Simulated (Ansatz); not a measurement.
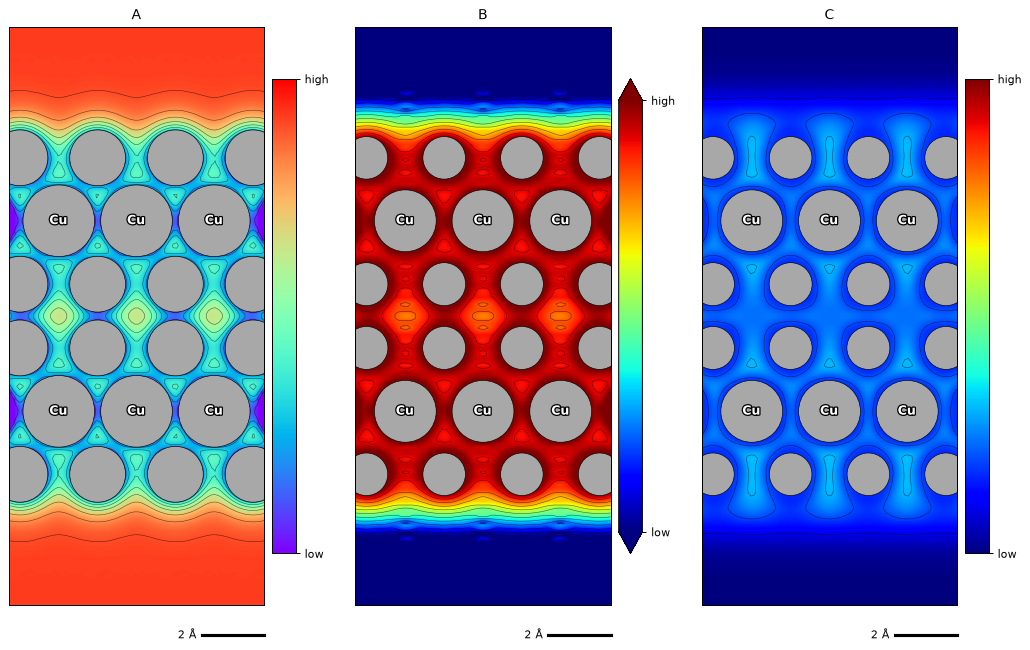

Cu (slab): 3 fields on the (010) plane of the calculation cell, a cut from vacuum to vacuum, with unlabelled colour scales. Grey discs cover the atomic cores.

Computed without spin polarisation.

Theory: DFT LDA, scalar-relativistic, plane waves, PAW in Ansatz.

```
Cu
1.0
     2.48777    0.00000    0.00000
    -1.24388    2.15447    0.00000
     0.00000    0.00000   25.15627
Cu
6
Cartesian
  1.2439 0.7181 7.5139
  0.0000 1.4363 9.5289
  0.0000 0.0000 11.5575
  1.2439 0.7181 13.5987
  0.0000 1.4363 15.6273
  0.0000 0.0000 17.6423
```

The panels show electron localisation function, electrostatic potential energy of an electron and valence pseudo-density in some order. Assign them.

Panel A: electrostatic potential energy of an electron (low next to the atoms, rising into the space between them). Panel B: valence pseudo-density. Panel C: electron localisation function. From the grid: Cu–Cu (2.49 Å): the density is about 0.33 e/Å³ at the midpoint; the ELF is about 0.20 at the midpoint; no localised pair shows between them.
